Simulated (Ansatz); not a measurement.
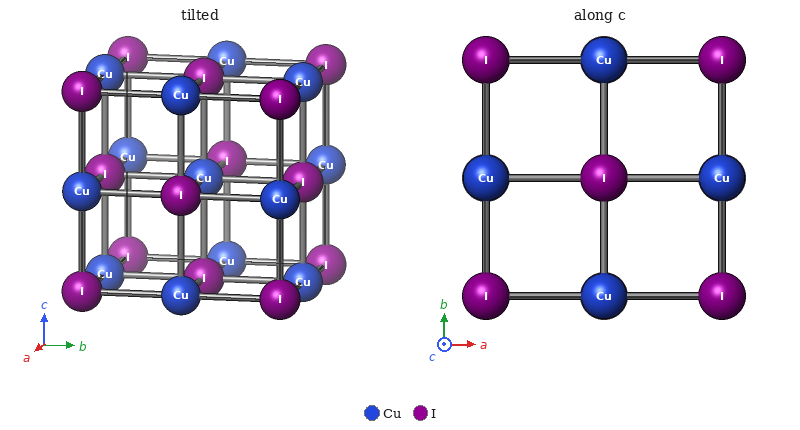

Shown here is a ball-and-stick view of the crystal, taken slightly off an axis and along the c axis. The frame is the conventional unit cell; atoms at its boundary are shown with their periodic copies. Cell: a = 5.74 Å, b = 5.74 Å, c = 5.74 Å, α = 90.00°, β = 90.00°, γ = 90.00°.

Origin of the cell: a structure type filled with these elements by a generator (whether the compound takes this form wasn't checked). Earlier steps of the study may have refined or changed the cell and positions. A calculation with Ansatz used it as input.

### Explain the picture.

The structure is one of CuI. The structure has Fm-3m (No. 225) symmetry and a face-centred cubic lattice. In terms of structure types, this is rock salt (NaCl type). The cell comprises 4 formula units: 4 Cu, 4 I. Cu bonds to six I in an octahedral arrangement at about 2.9 Å. Each I atom has six Cu in an octahedral arrangement at about 2.9 Å around it. The bonds build a three-dimensional framework.

The calculation used DFT PBE, scalar-relativistic, plane waves, PAW (Ansatz 0.2.0), with wavefunction cutoff 420 eV, k-points about 0.11 Å⁻¹ apart, Gaussian smearing of 0.1 eV, no spin polarisation.

### Metal or not?

A metal: bands cross the Fermi level.

### Give the Bader charge of each element.

Cu +0.37 e; I -0.37 e.

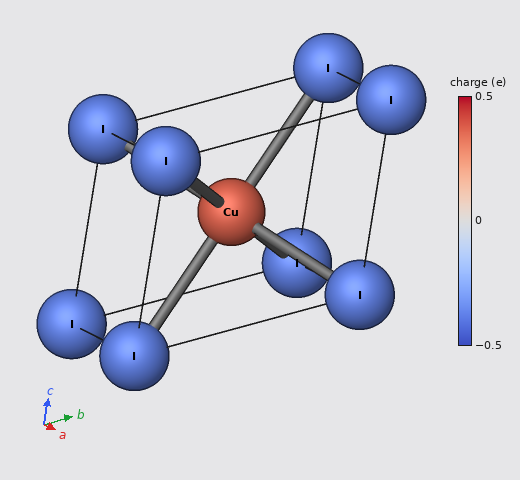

The atoms coloured by those charges. The run's cell of 2 atoms is drawn in a reduced setting, so axes and origin can differ from the first picture.

### Does the calculation find this structure at rest?

Yes. All forces vanish to within 0.01 eV/Å. The pressure is 0.0 GPa, close to zero.
